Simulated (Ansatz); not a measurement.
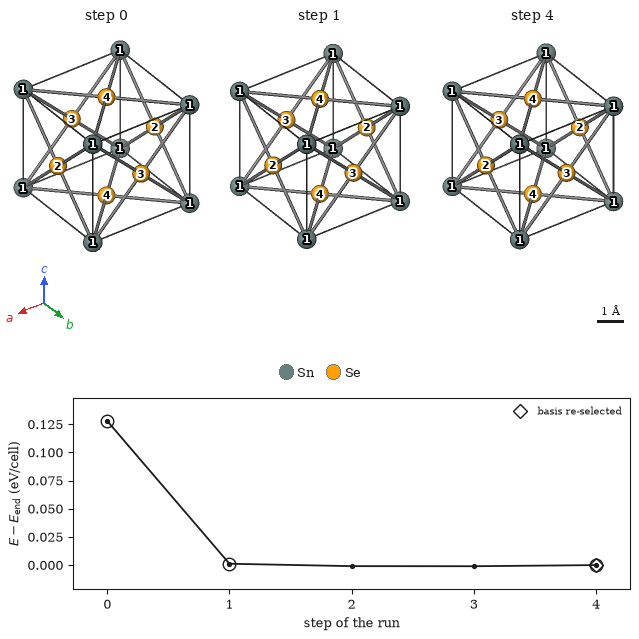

Frames of a relaxation of a crystal of SnSe3 (built on the Cu3Au (L1_2)_221 type), marked on the history of the run. The picture is a ball-and-stick view of the cell of the calculation, seen from a free direction.

Case: Cu3Au (L1_2) type (Pm-3m, No. 221).

Level of theory: DFT PBE, scalar-relativistic, plane waves, PAW (Ansatz).

Input
```yaml
crystal:
  lattice:
    - [4.6683104521, 0.0, 0.0]
    - [0.0, 4.6683104521, 0.0]
    - [0.0, 0.0, 4.6683104521]
  atoms:
    - { symbol: Sn, position: [0.0, 0.0, 0.0] }
    - { symbol: Se, position: [0.0, 0.5, 0.5] }
    - { symbol: Se, position: [0.5, 0.0, 0.5] }
    - { symbol: Se, position: [0.5, 0.5, 0.0] }
basis:
  ecutwfc: 420
kpoints:
  mp_grid: { grid: [10, 10, 10] }
hamiltonian:
  xc: pbe
scf:
  occupations: { method: gaussian, width: 0.1 }
output:
  forces: true
  stress: true
  eigenvalues: true
relax:
  adjacent_minimum: "off"
  f_tol: 0.01
  max_steps: 80
  cell: { stress_tol: 0.05 }
```

Command:
```bash
ansatz run input.yaml --threads 1 --pin off --max-ram 2560MiB --backend cpu --events-out ev --progress --plain --runs-dir out
```

Q: Describe the path.

A: The energy falls by 0.128 eV per cell of the calculation in 3 accepted moves (4 points after the start). All forces vanish by symmetry, so only the cell relaxes. The pressure goes from −4.15 to 0.00 GPa. The SCF was repeated once at an unchanged geometry on a basis and grid sized afresh for the cell, which shifted the energy by 1.0 meV per cell of the calculation at most. No atom moves by more than 0.005 Å relative to the cell. The volume changes by −8.9 %, with a = b = c 4.668 → 4.525 Å (−3.1 %). Near-neighbour distances that change, for instance: Sn1–Se2 3.301 → 3.199 Å. The space group stays Pm-3m (No. 221). From step 0 to 1: volume −10.1 %, energy −0.127 eV per cell of the calculation. From step 1 to 4: volume +1.2 %, energy −1.2 meV per cell of the calculation.

```json
{"step": "0", "E − E(0), meV/atom": "0.00", "pressure, GPa": "-4.15", "volume, Å³/atom": "25.434", "note": ""}
{"step": "1", "E − E(0), meV/atom": "-31.69", "pressure, GPa": "0.67", "volume, Å³/atom": "22.877", "note": ""}
{"step": "2", "E − E(0), meV/atom": "-32.22", "pressure, GPa": "-0.11", "volume, Å³/atom": "23.203", "note": ""}
{"step": "3", "E − E(0), meV/atom": "-32.24", "pressure, GPa": "0.00", "volume, Å³/atom": "23.159", "note": ""}
{"step": "4", "E − E(0), meV/atom": "-31.99", "pressure, GPa": "0.00", "volume, Å³/atom": "23.159", "note": "same geometry, new basis"}
```
